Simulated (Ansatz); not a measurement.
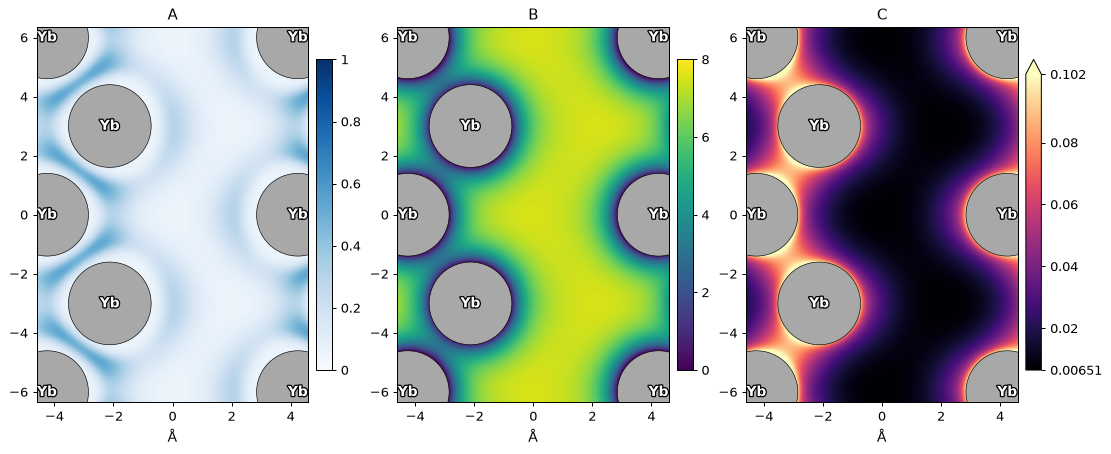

Yb: 3 fields on the (011) plane of the conventional cell, with unlabelled colour scales. Grey discs cover the atomic cores.

Space group Fd-3m; set up as Yb, diamond; a generated structure, not necessarily the stable one; changed on purpose from its base cell (volume × 0.96); computed without spin polarisation; no Hubbard U on the f states and no spin–orbit coupling.

Theory: Ansatz 0.2.0, DFT, r2SCAN, plane waves (500 eV) with PAW, scalar-relativistic.

```
Yb
1.0
     8.49303    0.00000    0.00000
     0.00000    8.49303    0.00000
     0.00000    0.00000    8.49303
Yb
8
Direct
  0.75000 0.25000 0.25000
  0.25000 0.75000 0.25000
  0.25000 0.25000 0.75000
  0.75000 0.75000 0.75000
  0.50000 0.00000 0.00000
  0.00000 0.50000 0.00000
  0.00000 0.00000 0.50000
  0.50000 0.50000 0.50000
```

Q: The panels show electron localisation function, electrostatic potential energy of an electron and valence pseudo-density in some order. Assign them.

A: Panel A: electron localisation function. Panel B: electrostatic potential energy of an electron (low next to the atoms, rising into the space between them). Panel C: valence pseudo-density. From the grid: Yb–Yb (3.68 Å): ρ at the midpoint is about 0.09 e/Å³; the ELF is about 0.50 at the midpoint; no shared electron pair shows on this line.
